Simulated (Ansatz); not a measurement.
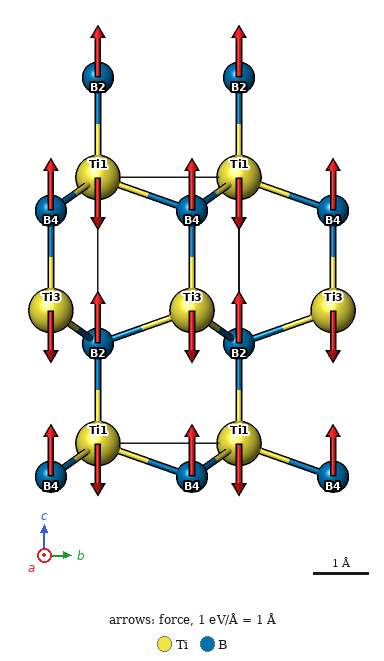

Starting geometry of a crystal of TiB (a generated structure, set up in P6_3mc) (coarse preliminary run) with the computed forces as red arrows. Style: ball-and-stick. Shown: the cell of the calculation, along the a axis.

These are results of DFT PBEsol, scalar-relativistic, plane waves, PAW (Ansatz 0.2.0), not measurements. (plane-wave cutoff 420 eV; k-point mesh 6 × 6 × 4; occupations gaussian; smearing width 0.1 eV; no spin polarisation; cell and atoms relaxed; force threshold 0.05 eV/Å; at most 80 steps)

### What follows when this structure is relaxed?

It isn't relaxed: the largest force vector, on Ti atoms, is 0.97 eV/Å. The atoms end up moving mostly along the starting forces (cosine between the two patterns 1.00). Over 10 accepted moves (12 points after the start) the energy falls by 7.040 eV per cell of the calculation. The largest force component goes from 0.97 to 0.00034 eV/Å. The pressure goes from 114.23 to −0.26 GPa. The SCF was repeated twice at an unchanged geometry on a basis and grid sized afresh for the cell, which shifted the energy by 0.399 eV per cell of the calculation at most. The largest moves relative to the cell, 0.28 Å, are those of Ti1, B2, Ti3 and B4. Ti3 goes along −c. Largest moves by element: Ti 0.28 Å, B 0.28 Å. The drawn cell changes as follows: a = b 2.971 → 3.831 Å (+28.9 %), c 4.852 → 4.415 Å (−9.0 %); the volume changes by +51.3 %. Near-neighbour distances that change, for instance: Ti1–Ti1 2.971 → 3.831 Å, Ti1–B2 3.033 → 2.207 Å, B2–Ti3 1.820 → 2.212 Å, Ti1–Ti3 2.971 → 3.125 Å. New bonds form: Ti1–B2 (3.03 → 2.21 Å), Ti3–B4 (3.03 → 2.21 Å). Among the angles between lasting bonds that change: Ti1–B4–Ti3 109.5° → 90.0°, B2–Ti1–B4 109.5° → 90.0°, B4–Ti1–B4 109.5° → 120.0°. The space group (tolerance 0.01 Å) goes from P6_3mc (No. 186) to P6_3/mmc (No. 194). Cost: 28 s on 1 thread of Arm Neoverse V2, with other jobs on the host, peak memory 0.33 GiB.
